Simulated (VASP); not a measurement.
System: SnTe, space group Fm-3m (No. 225).

The given structure:
```
CELL_PARAMETERS angstrom
0.00000 3.15085 3.15085
3.15085 0.00000 3.15085
3.15085 3.15085 0.00000
ATOMIC_POSITIONS crystal
Te 0.50000 0.50000 0.50000
Sn 0.00000 0.00000 0.00000
```

Calculation (VASP 6.6.1): plane-wave DFT, no spin polarisation; energies at scaled volumes of the given cell, shape and fractions fixed, counted from the fit's minimum, third-order Birch-Murnaghan fit. Level: PBEsol.

k mesh 7×7×7; occupations Fermi–Dirac; smearing width 0.05 eV; potentials VASP PAW PBE potentials, recommended; wave cutoff 520 eV.

What does the calculation give for the energy and pressure against volume? The volume takes the values 29.40, 30.03, 30.66, 31.28, 31.91, 32.53, 33.16 Å³/atom.

A third-order Birch–Murnaghan fit gives V0 = 31.05 Å³/atom, B0 = 46.9 GPa and B′ = 4.5. The energy is 14.16 meV/atom at volume 29.40 Å³/atom and 18.52 meV/atom at 33.16 Å³/atom; the lowest computed point is at volume 31.28 Å³/atom (0.25 meV/atom). The pressure falls from 2.86 GPa at volume 29.40 Å³/atom to −2.69 GPa at 33.16 Å³/atom, and changes sign near 31.04 Å³/atom.

| volume (Å³/atom) | energy (meV/atom) | pressure (GPa) |
| --- | --- | --- |
| 29.40 | 14.16 | 2.86 |
| 30.03 | 5.25 | 1.66 |
| 30.66 | 0.76 | 0.59 |
| 31.28 | 0.25 | −0.37 |
| 31.91 | 3.27 | −1.23 |
| 32.53 | 9.47 | −2.00 |
| 33.16 | 18.52 | −2.69 |

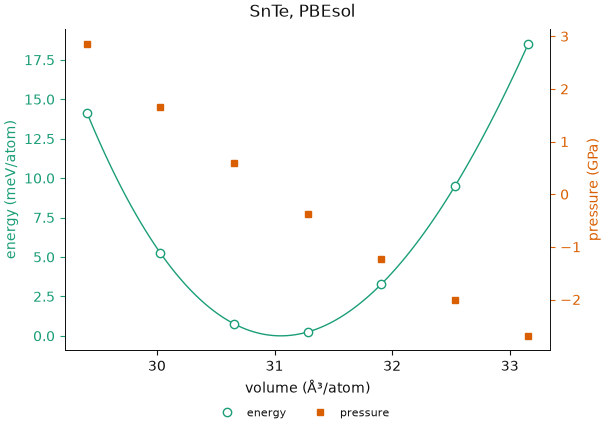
